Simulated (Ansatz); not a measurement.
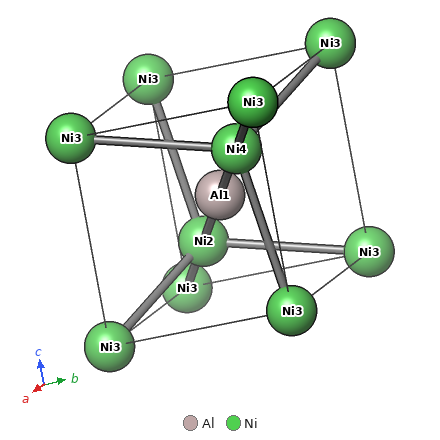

The system is AlNi3 (Fm-3m, No. 225; 4 atoms in the cell); the picture shows the reference structure. The energy is mapped over volume and a fixed ferromagnetic moment. First axis: volume per atom. Second axis: total spin moment of the cell, held fixed. Nothing is relaxed (shape and fractional coordinates fixed). The scan uses a 7 × 9 grid. Points are written as (first, second). Energies: meV/atom, counted from the lowest grid point. The moment is held fixed and parallel; antiferromagnetic orders weren't tried. Method: Ansatz, DFT LDA, scalar-relativistic, plane waves, PAW. Settings: cutoff 520 eV, k-mesh 14×14×14, gaussian smearing 0.15 eV.

Its coordinates:

```
CELL_PARAMETERS angstrom
0.00000 2.76774 2.76774
2.76774 0.00000 2.76774
2.76774 2.76774 0.00000
ATOMIC_POSITIONS crystal
Al 0.50000 0.50000 0.50000
Ni 0.25000 0.25000 0.25000
Ni 0.00000 0.00000 0.00000
Ni 0.75000 0.75000 0.75000
```

Range: volume per atom from 8.69 to 12.51 Å³; total spin moment of the cell, held fixed from 0.000 to 3.000 μB.

What landscape does the calculation give?

Answer. The lowest grid point is at (10.60 Å³, 0.000 μB). It lies on the edge of the map, which is a mirror line here (the non-magnetic state). The highest grid point, (8.69 Å³, 3.000 μB), lies 746 meV/atom above the lowest.

```csv
"second ↓, first →",8.69,9.33,9.96,10.60,11.24,11.87,12.51
3.000,746,495,355,294,289,326,392
2.625,644,403,271,216,217,259,330
2.250,559,327,202,153,160,207,281
1.875,491,266,147,104,115,165,244
1.500,435,216,103,65,80,134,215
1.125,393,180,71,36,55,111,195
0.750,362,153,47,16,37,96,182
0.375,344,137,34,4,26,87,174
0.000,338,132,29,0,23,84,171
```

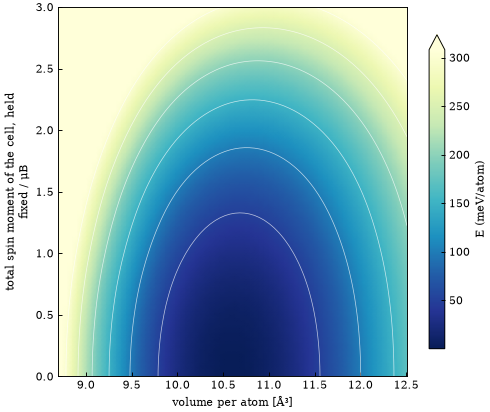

Drawn: a smooth colour map with a few white contour lines, one colour for all values above the top of the scale. Between grid points the surface is interpolated.

The whole map (63 points run) took 19 min on 4 threads of Arm Neoverse N1, with other jobs on the host.

PAW datasets: the set soft_1.
